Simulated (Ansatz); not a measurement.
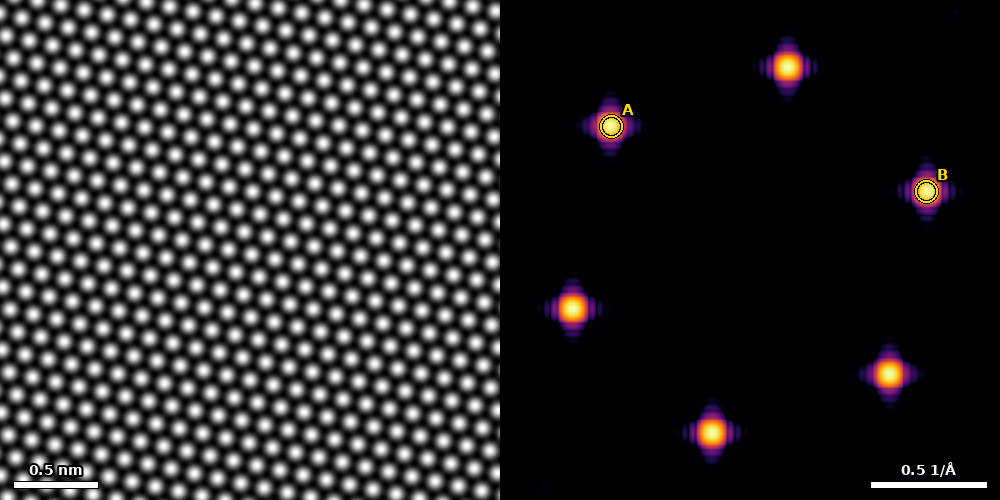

Phase-contrast TEM-like image of C (Pm-3m, No. 221) along [111]. Simulated in the weak-phase-object approximation with neutral-atom potentials: 300 kV, Cs = −20 µm, defocus +75 Å (negative is underfocus), defocus spread 15 Å, aperture 1.36 1/Å. Atomic positions: the geometry given to an electronic-structure calculation, possibly off equilibrium; the starting structure was generated, so it need not be a known form of this composition.

The right panel is the modulus of the image's Fourier transform on a logarithmic scale.

a = 1.744 Å, b = 1.744 Å, c = 1.744 Å, α = 90.00°, β = 90.00°, γ = 90.00°

Index the marked spots and give their plane spacings (the zone axis points at the viewer; indices equivalent by symmetry, or all signs reversed, are as good).

A: (0 1 -1), d = 1.23 Å; B: (1 -1 0), d = 1.23 Å. A and B enclose 120°, and every spot obeys the zone law hu + kv + lw = 0 for [111].
